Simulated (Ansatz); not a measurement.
# Geometry relaxation, with input and output: Al₂₄O₃₅ (charge +2) (part 3 of 4)

The same run, continued: Al₂₄O₃₅ (defect cell, 59 atoms in the cell, total charge +2); DFT PBE, scalar-relativistic, plane waves, PAW, no spin polarisation (Ansatz 0.2.0); cutoff 420 eV, 2×2×2 k-mesh, Gaussian smearing of 0.01 eV. The structure derives from an entry of the Crystallography Open Database.

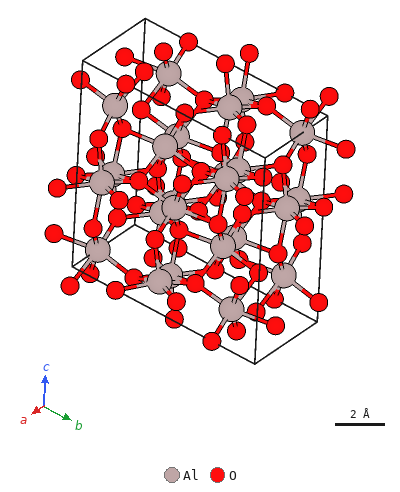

**Figure 1.** The geometry at step 1 of the log (ball-and-stick view of the cell of the calculation, seen slightly off an axis; bonded neighbours outside the cell are drawn too).

The program's output, continued:
```
  k-point 2: bands = ["-11.5707", "-11.0580", "-10.8980", "-10.8301", "-10.6509", "-10.5915", "-10.5021", "-10.3477", "-10.1897", "-10.1173", "-10.0805", "-9.8849", "-9.8146", "-9.7113", "-9.6763", "-9.6431", "-9.6166", "-9.5425", "-9.4730", "-9.4609", "-9.4173", "-9.3902", "-9.3232", "-9.2884", "-9.2673", "-9.1960", "-9.1584", "-9.1183", "-9.0849", "-9.0632", "-9.0225", "-9.0132", "-8.9910", "-8.9585", "-8.9168", "0.7101", "0.9813", "1.0414", "1.1777", "1.2363",
      "1.3099", "1.4916", "1.5423", "1.5622", "1.6537", "1.7051", "1.7369", "1.8142", "1.8932", "1.9509", "2.0680", "2.1790", "2.3272", "2.3578", "2.4148", "2.4671", "2.5692", "2.6214", "2.7209", "2.7905", "2.9472", "3.0484", "3.1002", "3.1605", "3.1692", "3.2167", "3.2831", "3.3539", "3.4775", "3.6065", "3.6453", "3.7102", "3.8281", "3.9538", "4.0188", "4.0718", "4.1384", "4.1692", "4.3113", "4.3954",
      "4.5141", "4.6067", "4.6356", "4.6783", "4.7717", "4.7993", "4.8496", "4.9133", "4.9582", "4.9950", "5.0246", "5.0892", "5.1586", "5.2206", "5.3102", "5.3377", "5.4091", "5.4412", "5.4709", "5.5240", "5.5566", "5.5963", "5.6573", "5.6906", "5.7414", "5.7706", "5.8331", "5.8535", "5.8865", "5.9125", "5.9587", "5.9933", "6.0251", "6.0611", "6.1052", "6.1441", "6.1740", "6.2124", "6.2711", "6.3075",
      "6.3657", "6.4240", "6.4620", "6.4931", "6.5073", "6.5625", "6.6200", "6.6252", "6.6606", "6.6802", "6.7186", "6.7506", "6.7954", "6.8399", "6.8808", "6.9228", "6.9572", "6.9988", "7.1023", "7.1482", "11.1189", "13.9364", "14.5612", "15.2090", "15.4427", "15.7569", "15.9168", "16.1304", "16.2871", "16.3585", "16.4686", "16.5315", "16.7247", "16.7593", "16.8711", "16.9001", "16.9579", "16.9956", "17.0431", "17.1452",
      "17.2327", "17.3116", "17.4098", "17.5143", "17.6807", "17.6858", "17.7909", "17.9009", "17.9481", "18.0564", "18.1547", "18.2253", "18.2892", "18.3396", "18.4524", "18.4967", "18.6125", "18.7205", "18.9063", "18.9774", "19.0244", "19.1075", "19.1665", "19.2938", "19.3331", "19.4204", "19.5252", "19.5836", "19.6247", "19.6957", "19.8070", "19.8650", "19.9266", "19.9911", "20.0734", "20.1143", "20.2142", "20.2451", "20.2524"]
  k-point 3: bands = ["-11.4890", "-11.0917", "-11.0131", "-10.8296", "-10.7351", "-10.6819", "-10.4072", "-10.3361", "-10.2732", "-9.9786", "-9.8946", "-9.8486", "-9.8138", "-9.6967", "-9.6657", "-9.5950", "-9.5698", "-9.5419", "-9.5157", "-9.4736", "-9.4057", "-9.3754", "-9.3596", "-9.3046", "-9.2761", "-9.2593", "-9.1880", "-9.1773", "-9.1110", "-9.0903", "-9.0714", "-9.0366", "-8.9628", "-8.9146", "-8.8942", "1.0333", "1.1200", "1.1660", "1.2077", "1.2334",
      "1.2929", "1.3476", "1.3799", "1.4277", "1.4829", "1.6153", "1.6344", "1.8807", "1.9123", "1.9418", "2.0815", "2.1170", "2.1772", "2.3190", "2.3876", "2.4589", "2.6681", "2.6874", "2.7976", "2.8307", "2.9628", "2.9996", "3.0974", "3.2054", "3.2946", "3.3127", "3.3278", "3.4142", "3.5206", "3.5652", "3.6331", "3.7115", "3.9103", "3.9600", "3.9739", "3.9970", "4.0721", "4.1744", "4.2379", "4.3072",
      "4.4380", "4.5590", "4.6257", "4.6497", "4.7545", "4.7859", "4.8266", "4.9178", "4.9586", "5.0148", "5.0667", "5.0960", "5.1143", "5.1745", "5.3654", "5.4063", "5.4192", "5.5052", "5.5340", "5.5790", "5.6153", "5.6518", "5.6920", "5.7322", "5.7486", "5.7783", "5.8518", "5.8579", "5.8715", "5.9154", "5.9556", "5.9576", "5.9808", "6.0200", "6.1097", "6.1431", "6.1742", "6.2259", "6.2677", "6.2819",
      "6.3337", "6.3867", "6.4211", "6.4959", "6.5452", "6.5851", "6.5894", "6.6514", "6.6572", "6.7496", "6.7631", "6.7900", "6.7995", "6.8455", "6.8534", "6.9090", "6.9387", "6.9632", "6.9948", "7.0995", "11.1644", "14.1704", "14.5097", "14.9221", "15.5642", "15.7676", "15.8993", "16.1276", "16.1860", "16.3883", "16.4963", "16.5542", "16.6749", "16.7451", "16.8121", "16.8966", "16.9967", "17.1152", "17.1818", "17.2925",
      "17.3030", "17.4261", "17.4881", "17.5611", "17.6020", "17.7268", "17.7719", "17.8099", "17.8831", "17.9994", "18.0262", "18.0592", "18.1630", "18.2248", "18.3568", "18.4913", "18.5527", "18.6588", "18.8163", "18.8396", "19.0380", "19.0521", "19.2157", "19.2799", "19.4320", "19.4797", "19.6000", "19.6578", "19.7261", "19.8063", "19.8687", "19.9294", "19.9419", "19.9858", "20.0321", "20.1126", "20.1892", "20.2339", "20.2849"]
--- Relaxed structure (5 steps of the walk, 5 accepted, 0 SCFs on fresh bases) ---
  F+E_penalty+E_count = -32866.45502909 eV   max|allowed force component| = 5.979e-3 eV/Å
  atoms:
    - { symbol: Al, position: [0.8255869873651551, 0.8037707617902848, 0.13809557893491842] }
    - { symbol: Al, position: [0.32515124438071363, 0.6372812513138155, 0.30428134165478316] }
    - { symbol: Al, position: [0.816688293691989, 0.1142207151911892, 0.7996021381713068] }
    - { symbol: Al, position: [0.3249375699082529, 0.9757003586518529, 0.9703277830584935] }
    - { symbol: Al, position: [0.8218695691322854, 0.4716316301747674, 0.4748929564778356] }
    - { symbol: Al, position: [0.3134617428619788, 0.30290413098720054, 0.636528917050762] }
    - { symbol: Al, position: [0.9234660644663648, 0.11138630180326653, 0.4457137395168084] }
    - { symbol: Al, position: [0.42390209120696815, 0.9451893096247491, 0.6121863948511034] }
    - { symbol: Al, position: [0.9323659152230488, 0.4498751773509565, 0.1352597747883871] }
    - { symbol: Al, position: [0.42410661524525883, 0.27914184998137276, 0.27377390712144006] }
    - { symbol: Al, position: [0.9271711351460894, 0.7745728201215569, 0.7778331992266099] }
    - { symbol: Al, position: [0.4355971474452386, 0.6129502362591422, 0.9465794782870497] }
    - { symbol: Al, position: [0.6440739481104614, 0.3503733367327637, 0.6669872421016523] }
    - { symbol: Al, position: [0.17414989867230896, 0.19715704444204984, 0.8622018024176581] }
    - { symbol: Al, position: [0.6751324694215478, 0.6933025147472915, 0.3621992077473728] }
    - { symbol: Al, position: [0.1770780635631518, 0.5284886371804797, 0.5290828921084235] }
    - { symbol: Al, position: [0.6754133375237075, 0.02653869760101096, 0.029349193807928994] }
    - { symbol: Al, position: [0.17765425326691078, 0.8704048889315409, 0.20338151517361458] }
    - { symbol: Al, position: [0.5713957293361646, 0.0460883918238959, 0.3790619220570663] }
    - { symbol: Al, position: [0.07392148737380666, 0.8872730227874577, 0.5561721375221842] }
    - { symbol: Al, position: [0.5749029449166589, 0.38726341029868183, 0.05232279320746064] }
    - { symbol: Al, position: [0.07362727581299064, 0.22011844838625502, 0.22292962116182205] }
    - { symbol: Al, position: [0.5719687087721537, 0.7203834461438839, 0.7209795914120264] }
    - { symbol: Al, position: [0.10497806109696087, 0.5824921308099834, 0.8990957120211948] }
    - { symbol: O, position: [0.37452053278297864, 0.2279819290108464, 0.021490339464569228] }
    - { symbol: O, position: [0.8745259938018035, 0.7256915336859396, 0.5237775408103421] }
    - { symbol: O, position: [0.37452264770507304, 0.5595313247748973, 0.6899525500624176] }
    - { symbol: O, position: [0.8745219554958714, 0.06043363228863165, 0.18903797589493193] }
    - { symbol: O, position: [0.3745241584361036, 0.892470486872344, 0.35700675862398035] }
    - { symbol: O, position: [0.5283973592943348, 0.40601898313620355, 0.8397543864210204] }
    - { symbol: O, position: [0.020546040108423546, 0.24831423264139418, 0.004243326137581438] }
    - { symbol: O, position: [0.52839506882219, 0.7416425425766485, 0.5101769037678353] }
    - { symbol: O, position: [0.02940835776902828, 0.5734564568922808, 0.6810798590473671] }
    - { symbol: O, position: [0.5300446129689622, 0.07771272168834473, 0.1762726360848372] }
    - { symbol: O, position: [0.026823193441567472, 0.9074158141246855, 0.34413021777214303] }
    - { symbol: O, position: [0.7196372011772751, 0.5683868255323276, 0.676012831936729] }
    - { symbol: O, position: [0.22066114138576087, 0.4097296602109196, 0.8434622066521152] }
    - { symbol: O, position: [0.7222296871695384, 0.9053482428976203, 0.3420661560321186] }
    - { symbol: O, position: [0.22065538862606973, 0.7392933680635708, 0.5078253005642973] }
    - { symbol: O, position: [0.7285035801498161, 0.24522712020900045, 0.00115962081960988] }
    - { symbol: O, position: [0.21899593162550296, 0.07319152385451003, 0.17175899480989906] }
    - { symbol: O, position: [0.6278938721482964, 0.7731063160840009, 0.9777561764479022] }
    - { symbol: O, position: [0.1209618018843731, 0.6015096914363347, 0.1362630380988221] }
    - { symbol: O, position: [0.6280891041484572, 0.11321903804133687, 0.6479669945096542] }
    - { symbol: O, position: [0.12258155457746456, 0.9405681283279355, 0.8106277243621238] }
    - { symbol: O, position: [0.6264674578794038, 0.4388403297593639, 0.30889951227829154] }
    - { symbol: O, position: [0.12115588102667954, 0.27171995923656767, 0.4763796789398863] }
    - { symbol: O, position: [0.9732636644525323, 0.7510639326343338, 0.987639561707464] }
    - { symbol: O, position: [0.4746715886961046, 0.5920835017911494, 0.15687240876197056] }
    - { symbol: O, position: [0.9670125513960371, 0.10039922026153825, 0.6621882685497116] }
    - { symbol: O, position: [0.4743267400287454, 0.9283873426375217, 0.8246745072245408] }
    - { symbol: O, position: [0.9719506919536548, 0.4247859987137883, 0.3324392323532157] }
    - { symbol: O, position: [0.45875035653893015, 0.2520603884915943, 0.48177553363694536] }
    - { symbol: O, position: [0.7820428851604253, 0.5872889601603967, 0.14907814266825917] }
    - { symbol: O, position: [0.27471762502535013, 0.4247986454032401, 0.321092176118125] }
    - { symbol: O, position: [0.777096860841172, 0.9170329840952984, 0.8246790444991705] }
    - { symbol: O, position: [0.29029994018945415, 0.7677029492838773, 0.9974201243695092] }
    - { symbol: O, position: [0.7757778195259772, 0.26182816488039395, 0.4984028713537042] }
    - { symbol: O, position: [0.2743837426264757, 0.09260800666571523, 0.6573943666410081] }
```

Trajectory as extended XYZ (Å, eV, eV/Å), 5 frames, from step=1 to step=5:
```
59
Lattice="0.0000 8.3289 0.0000 7.2131 -1.3882 -4.3745 -7.2131 -1.3882 -4.3745" Properties=species:S:1:pos:R:3:forces:R:3 step=1 energy=-32865.51043
Al    4.8061    5.5546   -4.1216    0.1428  -0.2991  -0.3834
Al    2.4012    1.3958   -4.1244   -0.2479   0.2622  -0.1196
Al   -4.8868    5.5255   -4.0707   -1.6652   0.4763   1.6847
Al    0.0162   -0.0033   -8.5041   -0.0075   0.0364   0.0114
Al   -0.0111    5.5424   -4.1349    0.5008  -0.0550   0.1137
Al   -2.4029    1.3607   -4.1182    0.2285  -0.0333   0.3383
Al   -2.4070    6.9335   -2.4364    0.0584   0.3583   0.4039
Al    2.4012    1.3753   -6.8081   -0.3048  -0.3861   0.2312
Al    2.3271    6.9290   -2.4977   -1.5894   0.3438  -1.5912
Al    0.0162    2.7743   -2.4284    0.0420  -0.0943   0.0212
Al   -0.0111    5.5576   -6.7976    0.5060  -0.0241  -0.1937
Al   -2.4028    1.4104   -6.8143    0.2413  -0.0368  -0.3842
Al   -2.3665    4.0861   -4.5369    1.5091  -2.1448   1.1421
Al   -4.7982   -0.0091   -4.6266   -0.2546   0.5011   0.2189
Al    2.3977    4.1602   -4.6190   -0.1018  -0.2634  -0.1845
Al   -0.0046    0.0029   -4.6243    0.1649   0.3780   0.1467
Al   -0.0106    5.5472   -0.2439   -0.4996  -0.1406   0.3034
Al    4.8107   -0.0068   -4.6535    0.1259   0.2165  -0.2764
Al   -2.4024    4.1660   -1.9045    0.1763  -0.2178   0.5544
Al    2.3977   -1.3891   -6.3134   -0.0898   0.2238   0.1455
Al    2.4148    4.1684   -1.9313   -0.2214  -0.7053  -0.2257
Al   -0.0106    0.0002   -1.9396   -0.3476   0.1479  -0.2535
Al   -0.0046    2.7682   -6.3082    0.0940  -0.3088  -0.1099
Al   -2.3488   -1.3171   -6.3598    1.0729   2.1451  -1.7924
O     1.4805    2.7737   -1.0917    0.1046   0.0237  -0.0030
O     1.4694    5.5500   -5.4663   -0.0922   0.0044   0.0192
O    -0.9359    1.3855   -5.4663   -0.1669  -0.0107   0.0105
O    -0.9267    6.9382   -1.0917    0.1150  -0.0161  -0.0119
O     3.8710    1.3855   -5.4662   -0.0710   0.0315  -0.0468
O    -3.1350    2.6656   -5.4579   -0.1310   0.6283   0.0415
O     1.7200   -0.1511   -1.0993    1.0461  -0.6107   0.0949
O     1.6678    2.6618   -5.4703    0.0224   0.0683  -0.0853
O    -0.7481   -1.5022   -5.4766   -0.5549  -0.3911   0.0549
O    -0.7252    4.0539   -1.0981    0.0386   0.1341  -0.1123
O     4.0692   -1.5090   -5.4721    0.0016  -0.0532   0.0929
O    -0.7481    4.2732   -5.4559   -0.7419   0.4065   0.1240
O    -3.1350    0.1055   -5.4746   -0.0944  -0.5510   0.0521
O     4.0692    4.2801   -5.4604   -0.0017   0.0255  -0.1037
O     1.6678    0.1093   -5.4622   -0.0010  -0.0686   0.0603
O     1.7200    5.6984   -1.0842    1.0536   0.4554  -0.1270
O    -0.7252    1.4935   -1.0855    0.0343  -0.1135   0.0756
O    -1.4740    2.7798   -7.6550   -0.0633   0.1254   0.0598
O     3.3405   -0.0141   -3.2604    0.2258  -0.8017   1.0251
O    -3.8726    4.1732   -3.2975    0.2349   0.6791  -0.9688
O     0.9369   -1.4037   -7.6596    0.0012  -0.1355   0.0277
O     0.9369    4.1747   -3.2729    0.0126   0.1671   0.0033
O    -1.4740   -0.0087   -3.2775   -0.0521  -0.1339  -0.0791
O    -1.6849    5.6698   -7.6347   -0.4351  -0.0384   0.7863
O     3.1415    2.8996   -3.2782    0.0416   0.0809   0.1060
O    -4.0607    7.0222   -3.3117    0.1578  -0.6301  -0.7125
O     0.7415    1.5060   -7.6618    0.0900   0.1071  -0.0892
O     0.7021    7.0497   -3.2952    0.0592  -0.1119   0.0940
O    -1.6666    2.8685   -3.2587   -0.1658   0.1977  -0.0950
O     3.1524    5.4659   -3.2463    0.1920   0.4159   0.6374
O     0.7416    1.2650   -3.2707    0.0382  -0.0727   0.0685
O     0.7021    4.0503   -7.6374    0.1155   0.0073  -0.1377
O    -1.6666   -0.0974   -7.6738   -0.1274  -0.2032   0.1773
O    -1.6849    5.4302   -3.2978   -0.4777   0.0254  -0.7347
O    -4.0716    1.2596   -3.2798    0.0581  -0.0214  -0.1051
```
